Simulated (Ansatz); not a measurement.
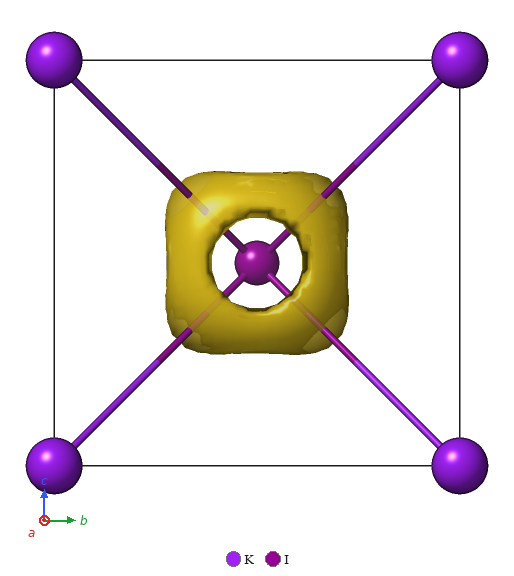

Figure. KI. Where the hole sits when 0.5 electron is taken from the 2-atom cell of the calculation (uniform compensating background, atoms fixed); the change of density for each carrier, counted positive where the carrier is: yellow surfaces at +0.04, none at −0.04 1/Å³, in the conventional cell seen along the a axis (the regions close to the nuclei are left out). Cores are masked to 1.0 Å (K) and 0.9 Å (I).

Space group Pm-3m. The cell comes from a database of computed structures, not from a measurement.

The calculation used DFT PBE, scalar-relativistic, plane waves, PAW (Ansatz 0.2.0).

In a PAW calculation such maps are meaningful between the atoms, not at the nuclei.

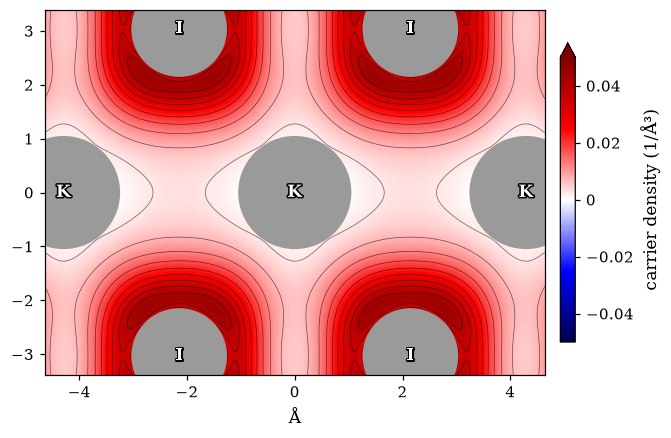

Also shown: a map on the (11̄0) plane of the conventional cell, with grey discs over the atomic cores.

### Where does the doped charge go?

Summed over atomic cells sized by the Bader volumes, the hole divides as I about 90 % and K about 10 %; the most favoured element is I, which fills 70 % of the volume.
- Over the whole cell, outside the cores, it is densest 1.0 Å from an iodine nucleus.
- The counter-flow of charge adds up to under 0.1 e for each carrier.
- These are shares of the net change, screening included; the states that take the carrier can be more concentrated.
- This is very heavy doping, far beyond the dilute limit.
